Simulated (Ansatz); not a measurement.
**Os: 5 runs along one coordinate**

System: Os (Fm-3m, 1 atom in the cell).
Method: DFT, RPBE, plane waves (420 eV) with PAW, scalar-relativistic, no spin polarisation (Ansatz 0.2.0).

The 5 runs differ only in the geometry, by an even scaling of the cell at fixed fractional positions.

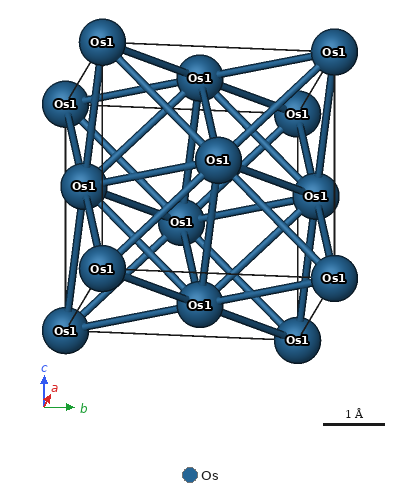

Figure 1. The structure of run 3 (ball-and-stick view of the cell 4 times as large as that of the calculation, set on its symmetry axes, seen at an oblique angle; atoms are numbered from 1 in the order of the input).

**Input of run 3**
```yaml
crystal:
  lattice:
    - [0.0, 1.9353434115, 1.9353434115]
    - [1.9353434115, 0.0, 1.9353434115]
    - [1.9353434115, 1.9353434115, 0.0]
  atoms:
    - { symbol: Os, position: [0.0, 0.0, 0.0] }
hamiltonian:
  xc: rpbe
  pseudopotentials:
    kind: paw
    azcp:
      Os: "pseudopotentials/Os.paw.azcp"
basis:
  ecutwfc: 420
  fft_grid_basis: typed
kpoints:
  mp_grid: { grid: [16, 16, 16], shift: [0, 0, 0] }
magnetization:
  spin_polarized: false
scf:
  occupations: { method: fermi_dirac, width: 0.1 }
  lower_state_search: "off"
output:
  stress: true
```

Run 2 differs from it as follows:
```diff
-    - [0.0, 1.9353434115, 1.9353434115]
-    - [1.9353434115, 0.0, 1.9353434115]
-    - [1.9353434115, 1.9353434115, 0.0]
+    - [0.0, 1.9091869158, 1.9091869158]
+    - [1.9091869158, 0.0, 1.9091869158]
+    - [1.9091869158, 1.9091869158, 0.0]
```

**Results, with one run withheld**

| run | volume per atom (Å³) | free energy per atom, from the lowest run given (meV) | pressure (GPa) |
| --- | --- | --- | --- |
| 1 | 12.758 | 309.95 | 64.71 |
| 2 | 13.918 | ? | ? |
| 3 | 14.498 | 0.00 | −0.18 |
| 4 | 15.658 | 94.52 | −24.05 |
| 5 | 16.238 | 197.14 | −32.31 |

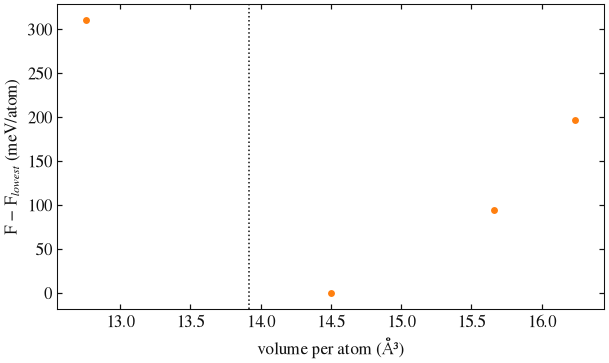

Figure 2. Free energy per atom of the runs given; the dotted line marks run 2.

Estimate the energy of run 2 from the others.

A quadratic polynomial in V^(−2/3) (the Birch–Murnaghan form), fitted to the 4 runs given, misses them by at most 1.64 meV per atom. With x = V^(−2/3) − 0.16677 Å⁻², it reads F = 2.914 − 3407.8 x + 1.3516e+06 x² (meV per atom). At run 2 it gives 31.88 meV per atom, and the run itself gives 28.70. The slope of the fit gives a pressure −dF/dV of 17.20 GPa there, and the run prints 16.68 GPa. The two needn't agree exactly: the fit is approximate, and the printed stress is taken on a finite basis. The fit has its minimum at 14.518 Å³ per atom, where V d²F/dV² gives 374 GPa: the bulk modulus at this level, since symmetry fixes the shape and the positions. So low a polynomial doesn't follow these energies more closely.

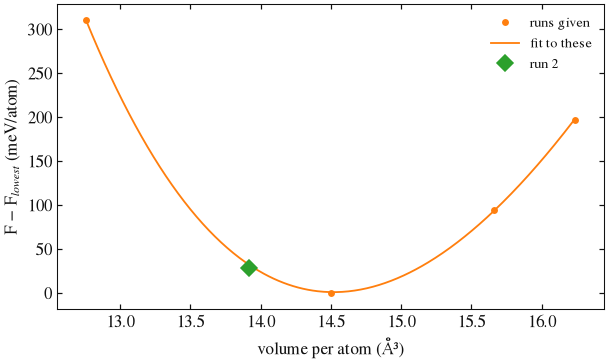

Figure 3. The fit and the withheld run.

**Output, shortened to warnings, some set-up lines, iterations and results (run 2)**
```
Basis set: ecut = 420 eV, 283 PW (Γ)
Symmetry: 48 space group operations
k-points: 145 of 4096
Initial density: superposition of atomic densities (neutral atoms: chi_scale 0, normalization atom), corrected by the library's trained network
[...]
SCF iter   1: F=—  HF=-11397.560406 eV  |F-HF|=—  |Δ(HF+E_count)|=         —  Δρ=4.63e-3  dr2=7.08e-4  ethr=1.77e-3  ⟨swp⟩=5.0  Hψ=8757  notcnv=0
SCF iter   2: F=—  HF=-11397.560455 eV  |F-HF|=—  |Δ(HF+E_count)|=   4.87e-5  Δρ=2.23e-3  dr2=1.07e-4  ethr=4.43e-6  ⟨swp⟩=2.3  Hψ=3456  notcnv=0
SCF iter   3: F=—  HF=-11397.560711 eV  |F-HF|=—  |Δ(HF+E_count)|=   2.56e-4  Δρ=8.61e-4  dr2=1.68e-5  ethr=6.67e-7  ⟨swp⟩=2.6  Hψ=2412  notcnv=0
SCF iter   4: F=—  HF=-11397.560754 eV  |F-HF|=—  |Δ(HF+E_count)|=   4.24e-5  Δρ=4.65e-5  dr2=1.90e-7  ethr=1.05e-7  ⟨swp⟩=2.1  Hψ=2380  notcnv=0
SCF iter   5: F=-11397.560754 eV  HF=-11397.560754 eV  |F-HF|=9.09e-10  |Δ(HF+E_count)|=   1.39e-8  Δρ=8.95e-6  dr2=3.20e-9  ethr=1.19e-9  ⟨swp⟩=2.3  Hψ=2523  notcnv=0
SCF iter   6: F=-11397.560754 eV  HF=-11397.560754 eV  |F-HF|=4.55e-11  |Δ(HF+E_count)|=   1.30e-9  Δρ=7.14e-7  dr2=6.01e-11  ethr=2.00e-11  ⟨swp⟩=1.6  Hψ=5206  notcnv=0
SCF 1 converged in 6 iterations: F = -11397.560754 eV  dr2 = 6.01e-11
SCF converged after 6 iterations
Free energy (F): -11397.560754 eV
Harris-Foulkes:  -11397.560754 eV  (|F-HF|=4.55e-11)
Internal energy: -11397.535114 eV  (E = F + TS)
E sigma→0 (E₀):  -11397.547934 eV
Entropy (-TS):   -0.025639 eV (-25.639 meV/atom)
Fermi energy:    26.183163 eV
--- Per-component energies (eV) ---
  E_band       = -61.003818
  E_kinetic    = 563.058592
  E_local      = -776.927920  (includes V_loc(G=0)·N_el)
  E_nonlocal   = -2.638059
  E_hartree    = 324.401881
  E_xc         = -267.400704
  E_vxc        = -284.589717  (∫ρ·V_xc dr)
  E_paw        = -9024.861423  (= ΣΔE_a)
  E_vpaw       = -208.710655  (= ΣTr[D̂ρ^β])
  E_aug_tail   = -0.000095  (compensation charges beyond the density's cutoff)
  E_ewald      = -2213.143629
  E_core_change = -0.023758  (= ΣΔE_core)
  E_smearing   = -0.025639  (= −TS)
  E_closure    = 0.000000  (closes the sum)
  Σ components = -11397.560754   (vs F -11397.560754, Δ=0.00e0)
--- Stress (GPa, compression-positive) ---
       16.682472       0.000000      -0.000000
        0.000000      16.682472       0.000000
        0.000000       0.000000      16.682472
  P = ⅓ Tr σ = 16.6825 GPa (166.825 kbar)
```

Notes: Spin–orbit coupling is left out, which matters for Os.
